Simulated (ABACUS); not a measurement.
# Ti: 7 runs along one coordinate

System: Ti (Fm-3m, 1 atom in the cell).
Method: Kohn-Sham DFT of a periodic cell, PBE, PseudoDojo NC SR 0.4.1 PBE standard, no spin polarisation (ABACUS 3.10.1).

The 7 runs differ only in the geometry, by an even scaling of the cell at fixed fractional positions. The structure derives from an entry of the Crystallography Open Database.

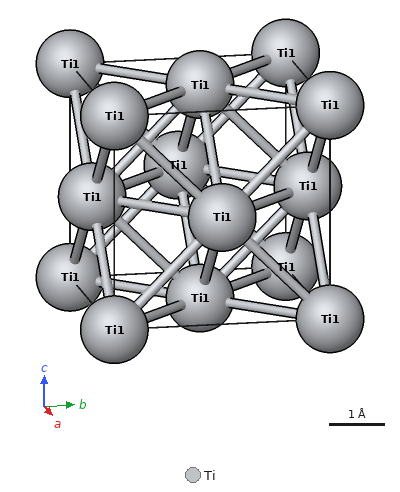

Figure 1. The structure of run 4 (ball-and-stick view of the cell 4 times as large as that of the calculation, set on its symmetry axes, seen slightly off an axis; atoms are numbered from 1 in the order of the input).

### Input of run 4
```
INPUT_PARAMETERS
suffix              Ti
calculation         scf
basis_type          pw
pseudo_dir          ./
symmetry            1
dft_functional      pbe
ecutwfc             84
pseudo_rcut         10
nspin               1
nbands              10
ks_solver           dav
smearing_method     fd
smearing_sigma      0.00367493
scf_thr             1e-08
scf_nmax            100
mixing_type         broyden
mixing_beta         0.7
cal_force           1
cal_stress          1
kpar                4
```

### File STRU of run 4
```
ATOMIC_SPECIES
Ti 47.8670 Ti.upf

LATTICE_CONSTANT
1.8897261246

LATTICE_VECTORS
0.0000000000 2.0300000000 2.0300000000
2.0300000000 0.0000000000 2.0300000000
2.0300000000 2.0300000000 0.0000000000

ATOMIC_POSITIONS
Direct

Ti
0.0
1
0.0000000000 0.0000000000 0.0000000000 1 1 1
```

### File KPT of run 4
```
K_POINTS
0
Gamma
11 11 11 0 0 0
```

Command:
```bash
OMP_NUM_THREADS=1 mpirun -np 4 abacus > log
```

Run 6 differs from it as follows:
```diff
-0.0000000000 2.0300000000 2.0300000000
-2.0300000000 0.0000000000 2.0300000000
-2.0300000000 2.0300000000 0.0000000000
+0.0000000000 2.0567135898 2.0567135898
+2.0567135898 0.0000000000 2.0567135898
+2.0567135898 2.0567135898 0.0000000000
```

### Results, with one run withheld

```tsv
run	volume per atom (Å³)	free energy per atom, from the lowest run given (meV)	pressure (GPa)
1	15.727	58.55	12.61
2	16.062	35.36	9.60
3	16.396	18.21	6.81
4	16.731	6.58	4.33
5	17.065	0.00	2.04
6	17.400	?	?
7	17.735	0.36	−2.04
```

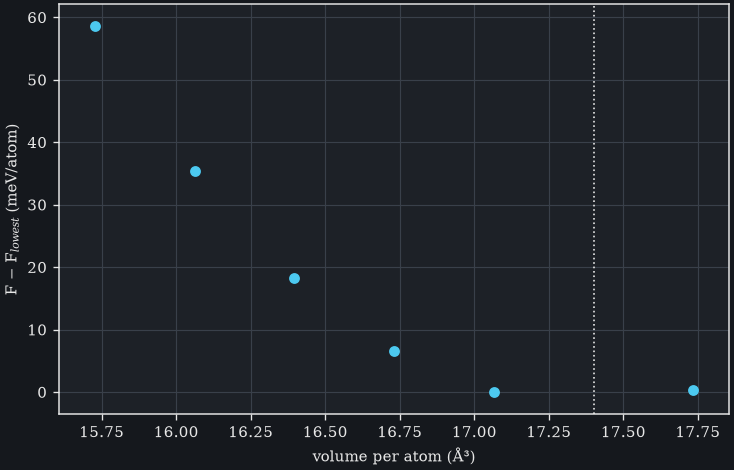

Figure 2. Free energy per atom of the runs given; the dotted line marks run 6.

Fit the runs given and predict run 6.

A cubic polynomial in V^(−2/3) (the Birch–Murnaghan form), fitted to the 6 runs given, misses them by at most 0.02 meV per atom. With x = V^(−2/3) − 0.15369 Å⁻², it reads F = 10.598 + 5370 x + 5.6945e+05 x² − 1.0147e+06 x³ (meV per atom). At run 6 it gives −1.95 meV per atom, and the run itself gives −1.95. The slope of the fit gives a pressure −dF/dV of −0.12 GPa there, and the run prints −0.08 GPa. The fit has its minimum at 17.381 Å³ per atom, where V d²F/dV² gives 106 GPa: the bulk modulus at this level, since symmetry fixes the shape and the positions.

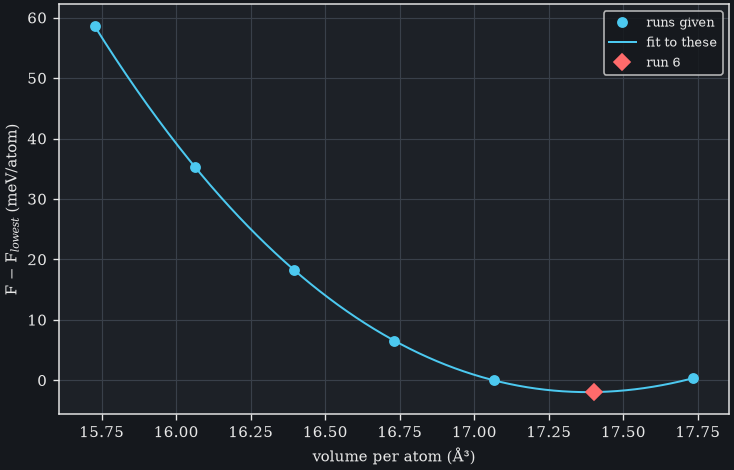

Figure 3. The fit and the withheld run.

### Some lines of the output (run 6)
```
[...]
                             Volume (A^3) = 17.4001
 E_Fermi        1.0082057861         13.7173434477
 E_Fermi        0.9584224732         13.0400067264
 E_Fermi        0.9760209506         13.2794462957
 E_Fermi        0.9746706082         13.2610739444
 E_Fermi        0.9746743747         13.2611251899
 E_Fermi        0.9746452297         13.2607286530
 E_Fermi        0.9745960074         13.2600589482
 E_KS(sigma->0) -118.7064077024      -1615.0835338633
 E_Fermi        0.9746680190         13.2610387164
 final etot is -1615.0899572 eV
 EFERMI = 13.261038716 eV
 TOTAL-PRESSURE: -0.807597 KBAR
 !FINAL_ETOT_IS -1615.0899571653078510 eV
```
